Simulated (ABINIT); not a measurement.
**Dielectric calculation, with input and output: I (part 1 of 3)**

The run: dielectric calculation of I (4 atoms in the cell). Method and program: Kohn-Sham DFT of a periodic cell, PBE, Ansatz NC PBE, no spin polarisation (ABINIT 10.8.3).

The structure derives from an entry of the Crystallography Open Database.

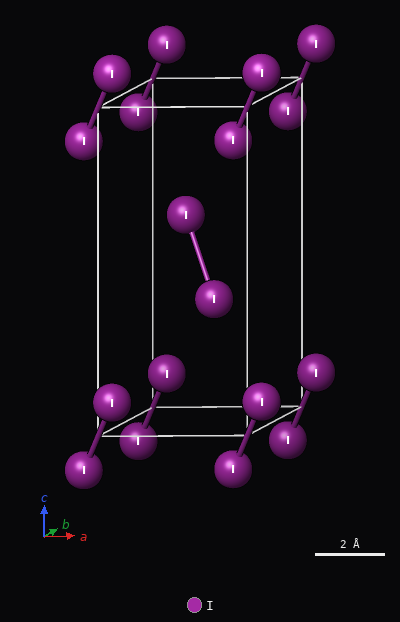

Fig. 1: The structure as given in the input (ball-and-stick view of the cell of the calculation, seen slightly off an axis). An atom can appear more than once, as a periodic image. Near neighbours in the periodic cell (some may lie outside the picture): I has 1 I at 2.68 Å.

Results in brief

- outcome: converged
- space group (tolerance 0.01 Å): Cmce (64)
- electrons treated: 28
- free energy: −1407.4276 eV
- Fermi energy: 1.183 eV
- pressure: 1.73 GPa
- largest force (length of the vector): 0.826 eV/Å
- ε∞ (xx, yy, zz): 3.30, 7.67, 15.48
- Born charges (mean of the diagonal): all 4 I atoms (0.00 e)
- hardware: 1 thread of Intel Xeon (Sapphire Rapids), 176 GiB of memory available, shared host
- wall time: 20 min
- peak memory: 0.28 GiB

The settings depart from the standard set-up of this series, which can bear on the numbers. Points of doubt noted for this run: k mesh coarse for field response.

Input file
```
ndtset 3

pp_dirpath "./"
pseudos "I.upf"

acell 8.226192979 8.226192979 18.506919418
rprim
     0.8350424821    -0.5501854715     0.0000000000
     0.8350424821     0.5501854715     0.0000000000
     0.0000000000     0.0000000000     1.0000000000
ntypat 1
znucl 53
natom 4
typat 1 1 1 1
chkprim 0
chksymtnons 0
tolsym 1.0e-6
xred
   0.6493000000   0.3507000000   0.3844000000
   0.1493000000   0.8507000000   0.1156000000
   0.3507000000   0.6493000000   0.6156000000
   0.8507000000   0.1493000000   0.8844000000

ecut 35.0

ngkpt 4 4 2
nshiftk 1
shiftk 0.0 0.0 0.0

ixc 11

nband 14
occopt 1

nstep 80
diemac 6.0

prteig 0
prtebands 0
prtwf 0
prtden 0
prtpot 0

kptopt1 1
tolvrs1 1.0e-15
prtwf1 1

iscf2 -3
rfelfd2 2
rfdir2 1 1 1
getwfk2 1
kptopt2 2
nqpt2 1
qpt2 0.0 0.0 0.0
tolwfr2 1.0e-18
prtwf2 1

rfelfd3 3
rfdir3 1 1 1
getwfk3 1
getddk3 2
kptopt3 2
nqpt3 1
qpt3 0.0 0.0 0.0
tolvrs3 1.0e-9
```

File mrgddb.in
```
merged_DDB
I
2
runo_DS1_DDB
runo_DS3_DDB
```

File anaddb.abi
```
ddb_filepath "merged_DDB"
output_file "anaddb.abo"
outdata_prefix "ana"
asr 2
chneut 1
dipdip 1
dieflag 2
enunit 0
```

Command:
```bash
abinit run.abi > log 2>&1
mrgddb < mrgddb.in > mrgddb.log 2>&1
anaddb anaddb.abi > anaddb.log 2>&1
```

What the program printed
```
.Version 10.8.3 of ABINIT
 DATASET    1 : space group Cm c a (# 64); Bravais oC (1-face-center ortho.)
================================================================================
 Values of the parameters that define the memory need for DATASET  1.
     intxc =       0    ionmov =       0      iscf =       7    lmnmax =       8
     lnmax =       8     mgfft =     100  mpssoang =       4    mqgrid =    4929
     natom =       4  nloc_mem =       1    nspden =       1   nspinor =       1
    nsppol =       1      nsym =       8    n1xccc =    2501    ntypat =       1
    occopt =       1   xclevel =       2
       mpw =       11414          nfft =      202500          nkpt =          14
================================================================================
================================================================================

 DATASET    2 : space group Cm c a (# 64); Bravais oC (1-face-center ortho.)
================================================================================
 Values of the parameters that define the memory need for DATASET  2 (RF).
     intxc =       0      iscf =      -3    lmnmax =       8     lnmax =       8
     mgfft =     100  mpssoang =       4    mqgrid =    4929     natom =       4
  nloc_mem =       1    nspden =       1   nspinor =       1    nsppol =       1
      nsym =       8    n1xccc =    2501    ntypat =       1    occopt =       1
   xclevel =       2
      nfft =      202500          nkpt =          20
================================================================================
================================================================================

 DATASET    3 : space group Cm c a (# 64); Bravais oC (1-face-center ortho.)
================================================================================
 Values of the parameters that define the memory need for DATASET  3 (RF).
     intxc =       0      iscf =       7    lmnmax =       8     lnmax =       8
     mgfft =     100  mpssoang =       4    mqgrid =    4929     natom =       4
  nloc_mem =       1    nspden =       1   nspinor =       1    nsppol =       1
      nsym =       8    n1xccc =    2501    ntypat =       1    occopt =       1
   xclevel =       2
      nfft =      202500          nkpt =          20
================================================================================
================================================================================

--------------------------------------------------------------------------------
------------- Echo of variables that govern the present computation ------------
--------------------------------------------------------------------------------
 -outvars: echo values of preprocessed input variables --------
            acell      8.2261929790E+00  8.2261929790E+00  1.8506919418E+01 Bohr
              amu      1.26904470E+02
          chkprim           0
      chksymtnons           0
           diemac      6.00000000E+00
             ecut      3.50000000E+01 Hartree
           getddk1          0
           getddk2          0
           getddk3          2
           getwfk1          0
           getwfk2          1
           getwfk3          1
             iscf1          7
             iscf2         -3
             iscf3          7
              ixc          11
           jdtset        1    2    3
           kptopt1          1
           kptopt2          2
           kptopt3          2
         kptrlatt        4    0    0      0    4    0      0    0    2
          kptrlen      3.29047719E+01
            natom           4
            nband1         14
            nband2         14
            nband3         14
           ndtset           3
            ngfft          45      45     100
             nkpt1         14
             nkpt2         20
             nkpt3         20
             nqpt1          0
             nqpt2          1
             nqpt3          1
            nstep          80
             nsym           8
           ntypat           1
        optdriver1          0
        optdriver2          1
        optdriver3          1
           prtden           0
        prtebands           0
           prteig           0
            prtwf1          1
            prtwf2          1
            prtwf3          0
           rfelfd1          0
           rfelfd2          2
           rfelfd3          3
            rprim      8.3504248210E-01 -5.5018547150E-01  0.0000000000E+00
                       8.3504248210E-01  5.5018547150E-01  0.0000000000E+00
                       0.0000000000E+00  0.0000000000E+00  1.0000000000E+00
          spgroup          64
           tolsym      1.00000000E-06
           tolvrs1     1.00000000E-15
           tolvrs2     0.00000000E+00
           tolvrs3     1.00000000E-09
           tolwfr1     0.00000000E+00
           tolwfr2     1.00000000E-18
           tolwfr3     0.00000000E+00
            typat      1  1  1  1
           xangst      3.6350349975E+00 -7.1515297148E-01  3.7645983335E+00
                       3.6350349975E+00  1.6798670268E+00  1.1321216632E+00
                       3.6350349975E+00  7.1515297148E-01  6.0288416599E+00
                       3.6350349975E+00 -1.6798670268E+00  8.6613183301E+00
            xcart      6.8692206034E+00 -1.3514432542E+00  7.1140598243E+00
                       6.8692206034E+00  3.1744886086E+00  2.1393998847E+00
                       6.8692206034E+00  1.3514432542E+00  1.1392859594E+01
                       6.8692206034E+00 -3.1744886086E+00  1.6367519533E+01
             xred      6.4930000000E-01  3.5070000000E-01  3.8440000000E-01
                       1.4930000000E-01  8.5070000000E-01  1.1560000000E-01
                       3.5070000000E-01  6.4930000000E-01  6.1560000000E-01
                       8.5070000000E-01  1.4930000000E-01  8.8440000000E-01
            znucl       53.00000

================================================================================

 chkinp: Checking input parameters for consistency, jdtset=   1.

 chkinp: Checking input parameters for consistency, jdtset=   2.

 chkinp: Checking input parameters for consistency, jdtset=   3.

================================================================================
== DATASET  1 ==================================================================

--- !DatasetInfo
iteration_state: {dtset: 1, }
dimensions: {natom: 4, nkpt: 14, mband: 14, nsppol: 1, nspinor: 1, nspden: 1, mpw: 11414, }
cutoff_energies: {ecut:  35.0, pawecutdg:  -1.0, }
electrons: {nelect:   2.80000000E+01, charge:   0.00000000E+00, occopt:   1.00000000E+00, tsmear:   1.00000000E-02, }
meta: {optdriver: 0, ionmov: 0, optcell: 0, iscf: 7, paral_kgb: 0, }
...

 Exchange-correlation functional for the present dataset will be:
  GGA: Perdew-Burke-Ernzerhof functional - ixc=11
  J.P.Perdew, K.Burke, M.Ernzerhof, PRL 77, 3865 (1996)

 Real(R)+Recip(G) space primitive vectors, cartesian coordinates (Bohr,Bohr^-1):
 R(1)=  6.8692206 -4.5259319  0.0000000  G(1)=  0.0727885 -0.1104745  0.0000000
 R(2)=  6.8692206  4.5259319  0.0000000  G(2)=  0.0727885  0.1104745  0.0000000
 R(3)=  0.0000000  0.0000000 18.5069194  G(3)=  0.0000000  0.0000000  0.0540338
 Unit cell volume ucvol=  1.1507463E+03 bohr^3
 Angles (23,13,12)=  9.00000000E+01  9.00000000E+01  6.67594760E+01 degrees

 getcut: wavevector=  0.0000  0.0000  0.0000  ngfft=  45  45 100
         ecut(hartree)=     35.000   => boxcut(ratio)=   2.00867

--- Pseudopotential description ------------------------------------------------
- pspini: atom type   1  psp file is ./I.upf
  53.00000   7.00000  220131                  znucl, zion, pspdat
12 -101130 3 -1 1188                          pspcod,pspxc,lmax,lloc,mmax
     nproj     2     2     2     2

   2.11345727E+03                                ecore*ucvol(ha*bohr**3)
--------------------------------------------------------------------------------

================================================================================

--- !BeginCycle
iteration_state: {dtset: 1, }
solver: {iscf: 7, nstep: 80, nline: 4, wfoptalg: 0, }
tolerances: {tolvrs: 1.00E-15, }
...

     iter   Etot(hartree)      deltaE(h)  residm     vres2
 ETOT  1  -51.672382877575    -5.167E+01 3.548E-02 2.041E+01
 ETOT  2  -51.721702804360    -4.932E-02 1.302E-02 2.261E+00
 ETOT  3  -51.721999029530    -2.962E-04 1.737E-04 6.278E-02
 ETOT  4  -51.722006915129    -7.886E-06 5.744E-06 2.071E-02
 ETOT  5  -51.722008617667    -1.703E-06 1.558E-07 7.236E-04
 ETOT  6  -51.722008711885    -9.422E-08 1.317E-08 8.812E-06
 ETOT  7  -51.722008714317    -2.432E-09 6.341E-10 1.163E-06
 ETOT  8  -51.722008714562    -2.450E-10 7.303E-11 1.015E-08
 ETOT  9  -51.722008714571    -9.322E-12 4.355E-12 5.830E-10
 ETOT 10  -51.722008714572    -1.180E-12 5.400E-13 1.082E-10
 ETOT 11  -51.722008714571     1.158E-12 3.287E-14 2.354E-12
 ETOT 12  -51.722008714572    -5.755E-13 4.481E-15 1.107E-13
 ETOT 13  -51.722008714571     6.821E-13 2.525E-16 6.247E-15
 ETOT 14  -51.722008714572    -4.690E-13 5.404E-17 1.782E-16

 At SCF step   14       vres2   =  1.78E-16 < tolvrs=  1.00E-15 =>converged.

 Cartesian components of stress tensor (hartree/bohr^3)
  sigma(1 1)= -4.17029032E-05  sigma(3 2)=  0.00000000E+00
  sigma(2 2)= -4.37942786E-05  sigma(3 1)=  0.00000000E+00
  sigma(3 3)= -9.05761250E-05  sigma(2 1)=  0.00000000E+00

--- !ResultsGS
iteration_state: {dtset: 1, }
comment   : Summary of ground state results
lattice_vectors:
- [  6.8692206,  -4.5259319,   0.0000000, ]
- [  6.8692206,   4.5259319,   0.0000000, ]
- [  0.0000000,   0.0000000,  18.5069194, ]
lattice_lengths: [   8.22619,    8.22619,   18.50692, ]
lattice_angles: [ 90.000,  90.000,  66.759, ] # degrees, (23, 13, 12)
lattice_volume:   1.1507463E+03
convergence: {deltae: -4.690E-13, res2:  1.782E-16, residm:  5.404E-17, diffor: null, }
etotal    :  -5.17220087E+01
entropy   :   0.00000000E+00
fermie    :   4.34924733E-02
cartesian_stress_tensor: # hartree/bohr^3
- [ -4.17029032E-05,   0.00000000E+00,   0.00000000E+00, ]
- [  0.00000000E+00,  -4.37942786E-05,   0.00000000E+00, ]
- [  0.00000000E+00,   0.00000000E+00,  -9.05761250E-05, ]
pressure_GPa:   1.7268E+00
xred      :
- [  6.4930E-01,   3.5070E-01,   3.8440E-01,  I]
- [  1.4930E-01,   8.5070E-01,   1.1560E-01,  I]
- [  3.5070E-01,   6.4930E-01,   6.1560E-01,  I]
- [  8.5070E-01,   1.4930E-01,   8.8440E-01,  I]
cartesian_forces: # hartree/bohr
- [  1.15895658E-19,  -7.39286488E-03,  -1.42637764E-02, ]
- [  1.15895658E-19,  -7.39286488E-03,   1.42637764E-02, ]
- [ -1.15895658E-19,   7.39286488E-03,   1.42637764E-02, ]
- [ -1.15895658E-19,   7.39286488E-03,  -1.42637764E-02, ]
force_length_stats: {min:   1.60657950E-02, max:   1.60657950E-02, mean:   1.60657950E-02, }
...

 Integrated electronic density in atomic spheres:
 ------------------------------------------------
 Atom  Sphere_radius  Integrated_density
    1        2.00000          2.83161053
    2        2.00000          2.83091928
    3        2.00000          2.83161053
    4        2.00000          2.83091928
================================================================================

 ----iterations are completed or convergence reached----

 Mean square residual over all n,k,spin=   57.049E-20; max=  54.037E-18
 reduced coordinates (array xred) for    4 atoms
       0.649300000000      0.350700000000      0.384400000000
       0.149300000000      0.850700000000      0.115600000000
       0.350700000000      0.649300000000      0.615600000000
       0.850700000000      0.149300000000      0.884400000000
 rms dE/dt=  1.5484E-01; max dE/dt=  2.6398E-01; dE/dt below (all hartree)
    1      -0.033459602713      0.033459602713      0.263978560797
    2      -0.033459602713      0.033459602713     -0.263978560797
    3       0.033459602713     -0.033459602713     -0.263978560797
    4       0.033459602713     -0.033459602713      0.263978560797

 cartesian coordinates (angstrom) at end:
    1      3.63503499752798    -0.71515297148321     3.76459833345521
    2      3.63503499752798     1.67986702678609     1.13212166323471
    3      3.63503499752798     0.71515297148321     6.02884165992462
    4      3.63503499752798    -1.67986702678609     8.66131833014512

 cartesian forces (hartree/bohr) at end:
    1      0.00000000000000    -0.00739286487884    -0.01426377641975
    2      0.00000000000000    -0.00739286487884     0.01426377641975
    3     -0.00000000000000     0.00739286487884     0.01426377641975
    4     -0.00000000000000     0.00739286487884    -0.01426377641975
 frms,max,avg= 9.2755911E-03 1.4263776E-02   0.000E+00  0.000E+00  0.000E+00 h/b

 cartesian forces (eV/Angstrom) at end:
    1      0.00000000000000    -0.38015639690080    -0.73347287402104
    2      0.00000000000000    -0.38015639690080     0.73347287402104
    3     -0.00000000000000     0.38015639690080     0.73347287402104
    4     -0.00000000000000     0.38015639690080    -0.73347287402104
 frms,max,avg= 4.7697007E-01 7.3347287E-01   0.000E+00  0.000E+00  0.000E+00 e/A
 length scales=  8.226192979000  8.226192979000 18.506919418000 bohr
              =  4.353113854024  4.353113854024  9.793439993380 angstroms
 Fermi (or HOMO) energy (hartree) =   0.04349   Average Vxc (hartree)=  -0.29626
 Eigenvalues (hartree) for nkpt=  14  k points:
 kpt#   1, nband= 14, wtk=  0.03125, kpt=  0.0000  0.0000  0.0000 (reduced coord)
  -0.45738   -0.44050   -0.38110   -0.34601   -0.12496   -0.07516   -0.02296   -0.02046
  -0.00369    0.00095    0.00172    0.02278    0.04030    0.04271
 prteigrs : prtvol=0 or 1, do not print more k-points.

--- !EnergyTerms
iteration_state     : {dtset: 1, }
comment             : Components of total free energy in Hartree
kinetic             :  1.26212118387507E+01
hartree             :  5.14614346921043E+00
xc                  : -1.58323445290623E+01
Ewald energy        : -4.14535117939389E+01
psp_core            :  1.83659698238226E+00
local_psp           : -2.17034017324527E+01
non_local_psp       :  7.66329705053888E+00
total_energy        : -5.17220087145716E+01
total_energy_eV     : -1.40742755655020E+03
band_energy         : -3.82112975222899E+00
...

 Cartesian components of stress tensor (hartree/bohr^3)
  sigma(1 1)= -4.17029032E-05  sigma(3 2)=  0.00000000E+00
  sigma(2 2)= -4.37942786E-05  sigma(3 1)=  0.00000000E+00
  sigma(3 3)= -9.05761250E-05  sigma(2 1)=  0.00000000E+00

-Cartesian components of stress tensor (GPa)         [Pressure=  1.7268E+00 GPa]
- sigma(1 1)= -1.22694177E+00  sigma(3 2)=  0.00000000E+00
- sigma(2 2)= -1.28847216E+00  sigma(3 1)=  0.00000000E+00
- sigma(3 3)= -2.66484160E+00  sigma(2 1)=  0.00000000E+00

================================================================================
== DATASET  2 ==================================================================

--- !DatasetInfo
iteration_state: {dtset: 2, }
dimensions: {natom: 4, nkpt: 20, mband: 14, nsppol: 1, nspinor: 1, nspden: 1, mpw: 11414, }
cutoff_energies: {ecut:  35.0, pawecutdg:  -1.0, }
electrons: {nelect:   2.80000000E+01, charge:   0.00000000E+00, occopt:   1.00000000E+00, tsmear:   1.00000000E-02, }
meta: {optdriver: 1, rfelfd: 2, }
...

 mkfilename : getwfk/=0, take file _WFK from output of DATASET   1.

 Exchange-correlation functional for the present dataset will be:
  GGA: Perdew-Burke-Ernzerhof functional - ixc=11
  J.P.Perdew, K.Burke, M.Ernzerhof, PRL 77, 3865 (1996)

 Real(R)+Recip(G) space primitive vectors, cartesian coordinates (Bohr,Bohr^-1):
 R(1)=  6.8692206 -4.5259319  0.0000000  G(1)=  0.0727885 -0.1104745  0.0000000
 R(2)=  6.8692206  4.5259319  0.0000000  G(2)=  0.0727885  0.1104745  0.0000000
 R(3)=  0.0000000  0.0000000 18.5069194  G(3)=  0.0000000  0.0000000  0.0540338
 Unit cell volume ucvol=  1.1507463E+03 bohr^3
 Angles (23,13,12)=  9.00000000E+01  9.00000000E+01  6.67594760E+01 degrees
 setup1 : take into account q-point for computing boxcut.

 getcut: wavevector=  0.0000  0.0000  0.0000  ngfft=  45  45 100
         ecut(hartree)=     35.000   => boxcut(ratio)=   2.00867
--------------------------------------------------------------------------------

 ==>  initialize data related to q vector <==
```
